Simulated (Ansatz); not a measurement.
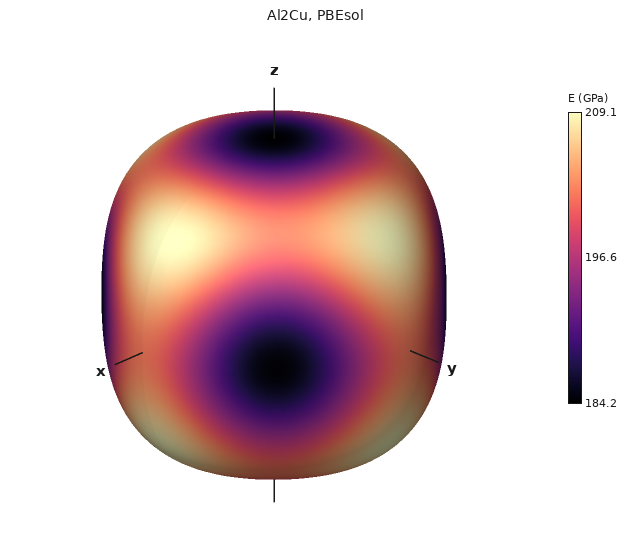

Caption: Young's modulus as a surface whose radius and colour give its value in each direction for Al₂Cu, space group Fm-3m (No. 225).

Over all directions E runs from 184 to 209 GPa, a ratio of 1.14. E is 202 GPa along x, 202 GPa along y and 184 GPa along z, and 200 GPa along the body diagonal x + y + z. The Hill averages are K = 177 GPa and G = 76 GPa, Poisson's ratio 0.31; K/G = 2.34, above Pugh's empirical 1.75, a sign of ductile behaviour in a metal.

Method: elastic stress-strain coefficients at zero temperature from small strains of the given cell, Voigt order xx yy zz yz xz xy, Cartesian axes of the cell vectors; plane waves with PAW datasets, Γ-centred k mesh (Ansatz 0.2.0). Level: PBEsol, no spin polarisation.

```tsv
setting	value
wave cutoff	420 eV
k mesh	16×16×16
occupations	Fermi–Dirac
smearing width	0.15 eV
ions	relaxed
strain amplitude	0.005
```

Structure:
```xyz
3
Lattice="-1.9392 1.9392 2.7424 1.9392 -1.9392 2.7424 1.9392 1.9392 -2.7424" Properties=species:S:1:pos:R:3 pbc="T T T"
Al    0.0000    1.9392    1.3712
Al    1.9392    0.0000    1.3712
Cu    0.0000    0.0000    2.7424
```

Limits of the calculation: metal sensitive to the k mesh.
